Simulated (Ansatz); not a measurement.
Ga$_{2}$As$_{2}$H (slab)

```
CELL_PARAMETERS angstrom
4.06296 0.00000 0.00000
0.00000 4.06296 0.00000
0.00000 0.00000 19.89050
ATOMIC_POSITIONS crystal
As 0.00000 0.50000 0.20110
Ga 0.50000 0.50000 0.27332
As 0.50000 0.00000 0.35110
Ga 0.00000 0.00000 0.42183
H 0.25000 0.50000 0.44906
```

A point of a scan over the structure, not its minimum; not relaxed (largest force 1.3 eV/Å); PAW files of the earlier set (soft_1); the program warned that a starting moment wasn't kept; spin-polarised.

All numbers below come from DFT PBE, scalar-relativistic, plane waves, PAW in Ansatz 0.2.0.

In a PAW calculation such maps are meaningful between the atoms, not at the nuclei.

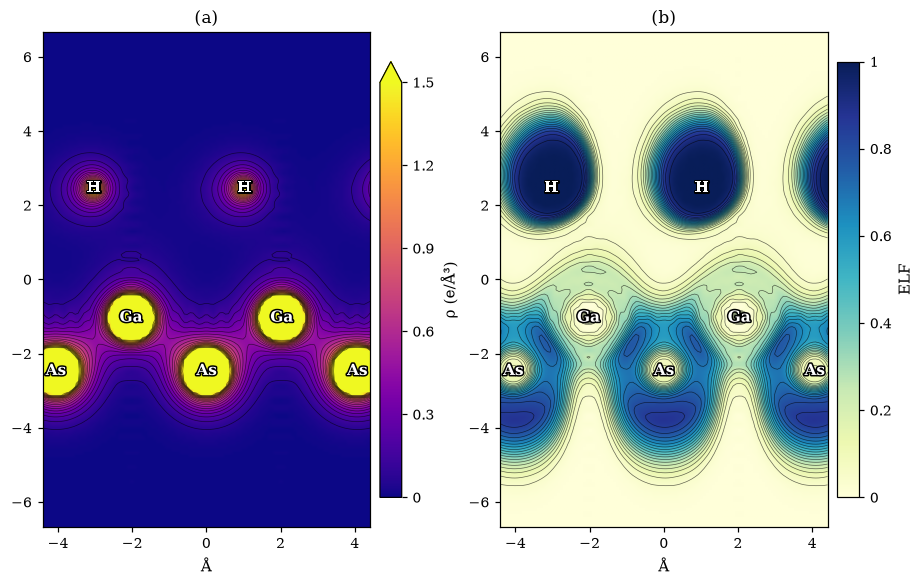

Figure 1. (a) valence electron density; (b) ELF on the (010) plane of the calculation cell, a cut from vacuum to vacuum.

> What does the map show?

- The section cuts through As, Ga and H sites.
- Ga–As (2.49 Å): ρ at the midpoint is about 0.47 e/Å³; the ELF peaks at about 0.75 between the atoms.
- The density dies away to nearly zero in the vacuum.
- The ELF also peaks beside As, away from the bonds: lone-pair regions.

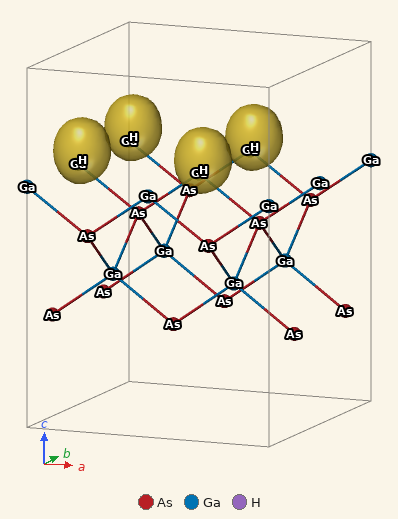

Figure 2. Isosurface of the electron localisation function at 0.9 (yellow), seen slightly off an axis. Core shells and regions of very low density are left out. Sticks mark near contacts.

> Identify the bonds, lone pairs and shells in this picture.

The surface consists of one region around a hydrogen nucleus, counted in one cell of 5 atoms. Counts are for one cell; the picture repeats the cell along the surface.


Ga–H (2.33 Å): the ELF climbs to about 1 towards the hydrogen. Ga–As (2.47 Å): the ELF peaks at about 0.75 between the atoms.

> Does the calculation give a band gap?

It is metallic or semimetallic at this level of theory: no gap opens.
